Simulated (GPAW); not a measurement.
**N K-edge XANES of AlN (P6_3mc)**

How does the N K edge of AlN (P6_3mc) move when the bonds are compressed or stretched?

Calculated with GPAW 26.7.0; X-ray absorption from dipole matrix elements to empty bands, plane-wave PAW PBE.

The database entry behind the starting cell differs from later determinations by our own check (inner coordinate u about 0.002 short), so it need not match the best structure at ambient conditions.

### Step 1. The starting structure

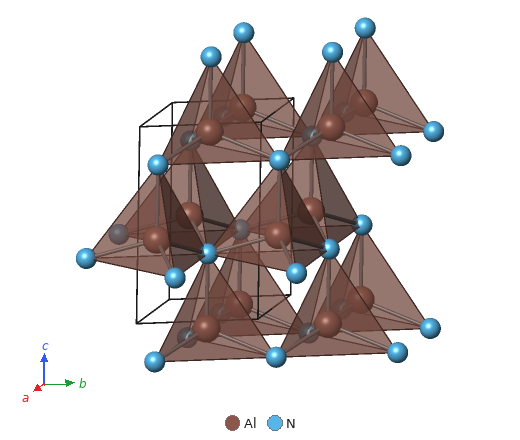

The cell as given, slightly off an axis (aluminium brown, nitrogen blue). 2×2×1 cells are drawn. Some periodic images of atoms are drawn too.

As a file:

```cif
data_structure
_symmetry_space_group_name_H-M 'P6_3mc'
_symmetry_Int_Tables_number 186
_cell_length_a 3.1130
_cell_length_b 3.1130
_cell_length_c 4.9810
_cell_angle_alpha 90.000
_cell_angle_beta 90.000
_cell_angle_gamma 120.000
_cell_volume 41.80
loop_
_atom_site_label
_atom_site_type_symbol
_atom_site_symmetry_multiplicity
_atom_site_Wyckoff_symbol
_atom_site_fract_x
_atom_site_fract_y
_atom_site_fract_z
_atom_site_occupancy
Al1 Al 2 b 0.66667 0.33333 0.50000 1
N1 N 2 b 0.66667 0.33333 0.88000 1
```

### Step 2. The field without a hole

The ground state comes first: it tells whether the system has a gap, which decides how the excited electron is treated.

scf.py

```python
import numpy as np
from ase import Atoms
from ase.parallel import parprint, paropen
from gpaw import GPAW, PW, FermiDirac, Mixer, MixerDif, setup_paths
from gpaw.test import gen
setup_paths.insert(0, '.')
gen('N', name='nch1s', xcname='PBE', corehole=(1, 0, 0), write_xml=True)
from gpaw.mpi import world
world.barrier()

atoms = Atoms('Al2N2',
    cell=[[3.113, 0, 0],
     [-1.5565, 2.69593708, 0],
     [0, 0, 4.981]],
    scaled_positions=[[0.66666667, 0.33333333, 0.5],
     [0.33333333, 0.66666667, 0],
     [0.66666667, 0.33333333, 0.88],
     [0.33333333, 0.66666667, 0.38]],
    pbc=True)
atoms.calc = calc = GPAW(legacy_gpaw=True, mode=PW(500, force_complex_dtype=True), xc='PBE', setups={2: 'nch1s'},
    kpts={'size': (9, 9, 5), 'gamma': True}, occupations=FermiDirac(0.05),
    charge=0, mixer=Mixer(0.1, 5, 50), maxiter=150,
    convergence={'density': 0.0001, 'eigenstates': 1e-6}, txt='scf.txt')
energy = atoms.get_potential_energy() + calc.get_reference_energy()
ef = calc.get_fermi_level()
out = dict(energy=energy, fermi=ef, forces=atoms.get_forces().tolist())
parprint(f'all-electron energy {energy:.4f} eV, Fermi level {ef:.4f} eV')
ev = np.array([[calc.get_eigenvalues(k, s) for k in range(len(calc.get_ibz_k_points()))] for s in range(calc.get_number_of_spins())])
out['homo'], out['lumo'], out['counts'] = ev[ev < ef].max(), ev[ev > ef].min(), sorted(set((ev < ef).sum((0, 2)).tolist()))
out['filled'] = (ev[:, 0] < ef).sum(1).tolist()
import json
with paropen('out.json', 'w') as f:
    json.dump(out, f)
```

Started as:

```bash
$ OMP_NUM_THREADS=1 mpirun -n 4 gpaw python scf.py
```

Numbers of over 12 decimals in the logs are rounded to 6 here.

Log:

```text
Input parameters:
  convergence: {density: 0.0001,
                eigenstates: 1e-06}
  kpts: {gamma: True,
         size: (9, 9, 5)}
  maxiter: 150
  mixer: {backend: pulay,
          beta: 0.1,
          method: separate,
          nmaxold: 5,
          weight: 50}
  mode: {ecut: 500.0,
         force_complex_dtype: True,
         name: pw}
  occupations: {fixmagmom: False,
                name: fermi-dirac,
                width: 0.05}
  setups: {2: nch1s}
  xc: PBE

Initialize ...

[... PAW data sets ...]

Reference energy: -16170.289631  # eV

Spin-paired calculation

[... convergence settings ...]
Symmetries present (total): 4
  [... symmetry matrices ...]

405 k-points: 9 x 9 x 5 Monkhorst-Pack grid
73 k-points in the irreducible part of the Brillouin zone
       k-points in crystal coordinates                weights
   0:     0.00000000    0.00000000    0.00000000          1/405
   1:     0.00000000    0.00000000    0.20000000          2/405
   2:     0.00000000    0.00000000    0.40000000          2/405
   3:     0.11111111    0.00000000   -0.40000000          6/405
   4:     0.11111111    0.00000000   -0.20000000          6/405
   5:     0.11111111    0.00000000    0.00000000          6/405
   6:     0.11111111    0.00000000    0.20000000          6/405
   7:     0.11111111    0.00000000    0.40000000          6/405
   8:     0.11111111    0.11111111    0.00000000          6/405
   9:     0.11111111    0.11111111    0.20000000          8/405
          ...
  72:     0.44444444    0.44444444    0.40000000          4/405

Wave functions: Plane wave expansion
  Cutoff energy: 500.000 eV
  Number of coefficients (min, max): 1050, 1087
  Pulay-stress correction: 0.000000 eV/Ang^3 (de/decut=0.000000)
  Using FFTW library
  Wavefunction extrapolation:
    Improved wavefunction reuse through dual PAW basis

Occupation numbers: Fermi-Dirac:
  width: 0.0500  # eV

Eigensolver
   Davidson(niter=2)

Densities:
  Coarse grid: 18*18*27 grid
  Fine grid: 36*36*54 grid
  Total Charge: 0.000000

Density mixing:
  Method: separate
  Backend: pulay
  Linear mixing parameter: 0.1
  old densities: 5
  Width of damping distribution: 1.1
  Damping of long wavelength oscillations: 50

[... Hamiltonian set-up ...]
Number of atoms: 4
Number of atomic orbitals: 16
Number of bands in calculation: 14
Number of valence electrons: 16
Bands to converge: occupied

... initialized

Initializing position-dependent things.

Density initialized from atomic densities
Creating initial wave functions:
  14 bands from LCAO basis set

           N

           Al
        N

        Al

Atomic positions and initial magnetic moments

Positions:
   0 Al     1.556500    0.898646    2.490500    ( 0.0000,  0.0000,  0.0000)
   1 Al    -0.000000    1.797291    0.000000    ( 0.0000,  0.0000,  0.0000)
   2 N      1.556500    0.898646    4.383280    ( 0.0000,  0.0000,  0.0000)
   3 N     -0.000000    1.797291    1.892780    ( 0.0000,  0.0000,  0.0000)

Unit cell:
           periodic     x           y           z      points  spacing
  1. axis:    yes    3.113000    0.000000    0.000000    18     0.1498
  2. axis:    yes   -1.556500    2.695937    0.000000    18     0.1498
  3. axis:    yes    0.000000    0.000000    4.981000    27     0.1845

  Lengths:   3.113000   3.113000   4.981000
  Angles:   90.000000  90.000000 120.000000

Effective grid spacing dv^(1/3) = 0.1684

iter:   1   -32.154320
iter:   2   -30.403754   -1.31  -0.56
iter:   3   -28.488124   -0.75  -0.67
iter:   4   -28.555868   -1.45  -1.07
iter:   5   -28.522558   -2.28  -1.42
iter:   6   -28.518509   -3.61  -2.17
iter:   7   -28.518223c  -4.39  -2.48
iter:   8   -28.518107c  -4.83  -2.91
iter:   9   -28.518098c  -6.80c -3.69
iter:  10   -28.518092c  -6.80c -3.81
iter:  11   -28.518093c  -7.13c -4.02c

Converged after 11 iterations.

Dipole moment: (0.000035, -0.000104, 1.572067) |e|*Ang

Energy contributions relative to reference atoms: (reference = -16170.289631)

Kinetic:        +27.922789
Potential:      -22.246226
External:        +0.000000
XC:             -34.060409
Entropy (-ST):   -0.000000
Local:           -0.134246
SIC:             +0.000000
--------------------------
Free energy:    -28.518093
Extrapolated:   -28.518093

Showing only first 2 kpts
 Kpt  Band  Eigenvalues  Occupancy
  0     6      5.99614    2.00000
  0     7      6.16420    2.00000
  0     8     10.29979    0.00000
  0     9     12.78013    0.00000

  1     6      5.90612    2.00000
  1     7      5.93709    2.00000
  1     8     10.98395    0.00000
  1     9     12.87025    0.00000

Fermi level: 7.30350

Gap: 4.136 eV
Transition (v -> c):
  (s=0, k=0, n=7, [0.00, 0.00, 0.00]) -> (s=0, k=0, n=8, [0.00, 0.00, 0.00])
No difference between direct/indirect transitions

Forces in eV/Ang:
  0 Al    0.00000    0.37162   -0.13381
  1 Al    0.00000   -0.37885   -0.13371
  2 N     0.00000    0.01167    0.14731
  3 N     0.00000   -0.00930    0.12449
Scalar-relativistic atomic PBE calculation for N (Nitrogen, Z=7)
Core hole in 1s state (1s occupation: 2.0)
300 radial gridpoints.
|------------------------------------------------|
|------------------------------------------------|
[... the atom generator's iteration count ...]

Energy contributions:
-------------------------
Kinetic:      +54.339986
XC:            -6.566540
Potential:   -102.225710
-------------------------
Total:        -54.452265

state      eigenvalue         ekin         rmax
-----------------------------------------------
1s^2.0 :   -14.137683    22.057244        0.148
2s^2.0 :    -0.682897     2.376541        1.013
2p^3.0 :    -0.260504     1.824138        0.974
-----------------------------------------------
(units: Bohr and Hartree)

Generating PAW setup
Kinetic energy of the core from tauc = 44.141722
Cutoffs:
rc(s)=1.140
rc(p)=1.000
rc(d)=1.090
rc(vbar)=1.120
rc(comp)=1.090
rc(nct)=1.140

Kinetic energy of the core states: 44.114489
Charge: 0.0
Core electrons: 2.0
Valence electrons: 5.0
Pseudo-core charge: 0.012446
Shape function alpha=8.417
Pseudo-electron charge 5.019651
state    eigenvalue         norm
--------------------------------
2s(2) :    -0.682897     1.073459
*s    :     0.317103
2p(3) :    -0.260504     0.953429
*p    :     0.739496
*d    :     0.000000
--------------------------------

Diagonalizing with gridspacing h=0.050

state   all-electron     PAW
-------------------------------
2s:      -0.682897    -0.683965
2p:      -0.260504    -0.262602
*d:                    0.047814
*f:                    0.075943
-------------------------------
all-electron energy -16198.8077 eV, Fermi level 7.3035 eV
```

Run time: 6.6 s. Hardware: 4 MPI ranks of AMD EPYC 9R14 (Zen 4), shared host; peak memory 0.18 GiB.

The mesh shows a gap of 4.14 eV, so the hole is first treated in a charged cell, without the excited electron.

### Step 3. Reference energy of the supercell

The photon energy needs a difference of total energies, so the cell and mesh of the coming hole run are first run without a hole.

Edit scf.py of step 2 so:

```diff
@@ -10,13 +10,25 @@
 
-atoms = Atoms('Al2N2',
-    cell=[[3.113, 0, 0],
-     [-1.5565, 2.69593708, 0],
-     [0, 0, 4.981]],
-    scaled_positions=[[0.66666667, 0.33333333, 0.5],
-     [0.33333333, 0.66666667, 0],
-     [0.66666667, 0.33333333, 0.88],
-     [0.33333333, 0.66666667, 0.38]],
+atoms = Atoms('Al8N8',
+    cell=[[-1.5565, -2.69593708, -4.981],
+     [1.5565, 2.69593708, -4.981],
+     [6.226, 0, 0]],
+    scaled_positions=[[0.58333333, 0.91666667, 0.16666667],
+     [0.08333333, 0.41666667, 0.16666667],
+     [0.58333333, 0.91666667, 0.66666667],
+     [0.08333333, 0.41666667, 0.66666667],
+     [0.66666667, 0.33333333, 0.83333333],
+     [0.16666667, 0.83333333, 0.83333333],
+     [0.66666667, 0.33333333, 0.33333333],
+     [0.16666667, 0.83333333, 0.33333333],
+     [0.39333333, 0.72666667, 0.16666667],
+     [0.89333333, 0.22666667, 0.16666667],
+     [0.39333333, 0.72666667, 0.66666667],
+     [0.89333333, 0.22666667, 0.66666667],
+     [0.47666667, 0.14333333, 0.83333333],
+     [0.97666667, 0.64333333, 0.83333333],
+     [0.47666667, 0.14333333, 0.33333333],
+     [0.97666667, 0.64333333, 0.33333333]],
     pbc=True)
-atoms.calc = calc = GPAW(legacy_gpaw=True, mode=PW(500, force_complex_dtype=True), xc='PBE', setups={2: 'nch1s'},
-    kpts={'size': (9, 9, 5), 'gamma': True}, occupations=FermiDirac(0.05),
+atoms.calc = calc = GPAW(legacy_gpaw=True, mode=PW(500, force_complex_dtype=True), xc='PBE', setups={8: 'nch1s'},
+    kpts={'size': (4, 4, 4), 'gamma': True}, occupations=FermiDirac(0.02),
     charge=0, mixer=Mixer(0.1, 5, 50), maxiter=150,
```

Log:

```text
Input parameters:
  convergence: {density: 0.0001,
                eigenstates: 1e-06}
  kpts: {gamma: True,
         size: (4, 4, 4)}
  maxiter: 150
  mixer: {backend: pulay,
          beta: 0.1,
          method: separate,
          nmaxold: 5,
          weight: 50}
  mode: {ecut: 500.0,
         force_complex_dtype: True,
         name: pw}
  occupations: {fixmagmom: False,
                name: fermi-dirac,
[...]
--------------------------------
2s(2) :    -0.682897     1.073459
*s    :     0.317103
2p(3) :    -0.260504     0.953429
*p    :     0.739496
*d    :     0.000000
--------------------------------

Diagonalizing with gridspacing h=0.050

state   all-electron     PAW
-------------------------------
2s:      -0.682897    -0.683965
2p:      -0.260504    -0.262602
*d:                    0.047814
*f:                    0.075943
-------------------------------
all-electron energy -64795.2347 eV, Fermi level 6.9433 eV
[key lines of the parts left out:]
Converged after 13 iterations.
Dipole moment: (2.765002, 4.789184, -13.236583) |e|*Ang
Free energy:   -114.076447
Fermi level: 6.94332
```

Run time: 25 s. Hardware: 4 MPI ranks; peak memory 0.31 GiB; 96 s of CPU time.

Reference energy: -64795.235 eV with the cores included.

[end of part 1 of 4]

[Banner, clock and machine lines of the logs are left out without a mark of their own.]

[Logs are printed without paths, hosts, clocks, repeated set-up lines and the standing remarks that a program may print on its own settings, such as how far it seeks lower states.]

[Hosts, paths, dates, database ids (printed as entryN), source tags and the programs' standing remarks are cut or masked in the printed files.]

[Lists of maxima count a maximum above −3 eV only where it reaches 4 % of the highest in the window and stands out from its surroundings by 2 % of it (1.5 % where it reaches 55 %); shoulders and weaker maxima are passed over, and of the rest the first, up to two pre-edge ones and the few strongest are named.]
